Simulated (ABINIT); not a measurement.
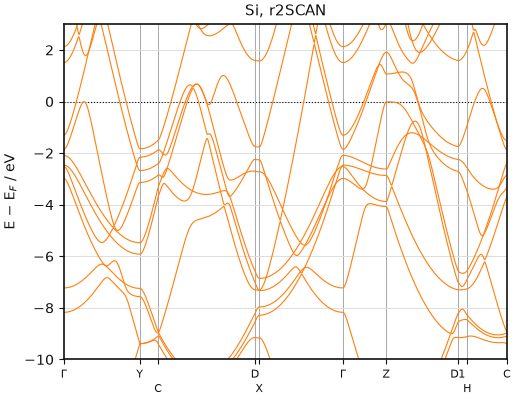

Band structure. Energies are counted from the Fermi level. The path runs straight from each named point to the next.

System: Si, space group Fmmm, 4 atoms in the primitive cell.

```cif
data_structure
_symmetry_space_group_name_H-M 'P 1'
_symmetry_Int_Tables_number 1
_cell_length_a 5.3511
_cell_length_b 5.2371
_cell_length_c 3.5976
_cell_angle_alpha 71.855
_cell_angle_beta 68.438
_cell_angle_gamma 39.707
_cell_volume 59.83
loop_
_atom_site_label
_atom_site_type_symbol
_atom_site_fract_x
_atom_site_fract_y
_atom_site_fract_z
_atom_site_occupancy
Si1 Si 0.22023 0.22023 0.77977 1
Si2 Si 0.77977 0.77977 0.22023 1
Si3 Si 0.27261 0.72739 0.27261 1
Si4 Si 0.72739 0.27261 0.72739 1
```

Method: r2SCAN, JTH PAW PBE v2.0, no spin polarisation, no spin-orbit coupling, 8×8×8 k mesh, 490 eV cutoff, Fermi-Dirac smearing of 0.05 eV (ABINIT 10.8.3 (patched build)).

**Metal, semiconductor or insulator?**

A metal: bands cross the Fermi level along this path.

The PAW data sets were made with another functional. This isn't the form of Si at room conditions, which is diamond. Bands are joined in order of energy, so crossings between the computed points show as kinks or gaps. In reduced coordinates of the cell that was run, Y is (0.5, 0, 0.5), C is (0.5, 0.111, 0.611), D is (0.031, 0.5, 0.531), X is (0, 0.5, 0.5), Z is (0.5, 0.5, 0), D1 is (0.969, 0.5, 0.469) and H is (0.907, 0.407, 0.5).
